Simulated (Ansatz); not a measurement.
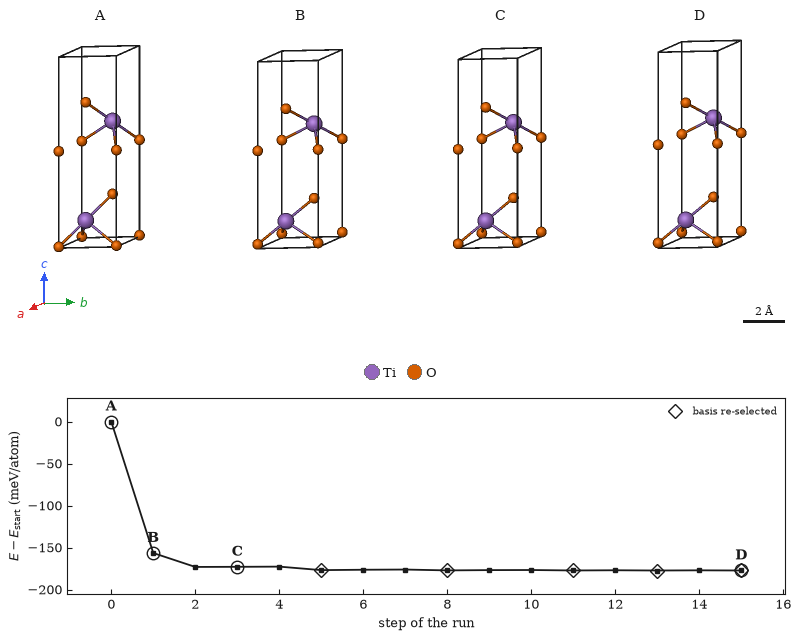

Frames of a relaxation of solid TiO$_{2}$ (built on the SnS2-186 type type), marked on the history of the run. A ball-and-stick model of the cell of the calculation, seen slightly off an axis.

Computed with DFT, PBEsol, plane waves, PAW (Ansatz). Set-up: plane-wave cutoff 420 eV; k-point mesh 9 × 9 × 2; occupations fermi dirac; smearing width 0.03 eV; no spin polarisation; cell and atoms relaxed; force threshold 0.01 eV/Å; at most 120 steps.

Question: What happens along the run?

Answer: After 10 accepted moves (15 points after the start) the energy has fallen by 177 meV per atom. The largest force component goes from 2.9 to 0.0004 eV/Å. The pressure goes from −8.97 to 0.01 GPa. The SCF was repeated 5 times at an unchanged geometry on a basis and grid sized afresh for the cell, which shifted the energy by 4.2 meV per atom at most. The largest moves relative to the cell, 0.21 Å, are those of O atoms. Ti stays in place. Cell: a = b 2.871 → 2.959 Å (+3.1 %), c 9.637 → 9.897 Å (+2.7 %). Volume +9.1 %. Some distances before and after: Ti–Ti 2.871 → 2.959 Å, O–Ti 2.012 → 1.960 Å. Bond angles that change, for instance: Ti–O–Ti 91.0° → 98.0°. The space group stays P6_3mc (No. 186). The run took 43 s on 2 threads of Intel(R) Xeon(R) Platinum 8488C (Sapphire Rapids) (shared host), peak memory 0.4 GiB. From step 0 to 1: O atoms move most (0.16 Å), volume +7.5 %, energy −157 meV per atom. From step 1 to 3: volume −2.5 %, energy −16.4 meV per atom. From step 3 to 15: O atoms move most (0.04 Å), volume +4.0 %, energy −4.4 meV per atom.
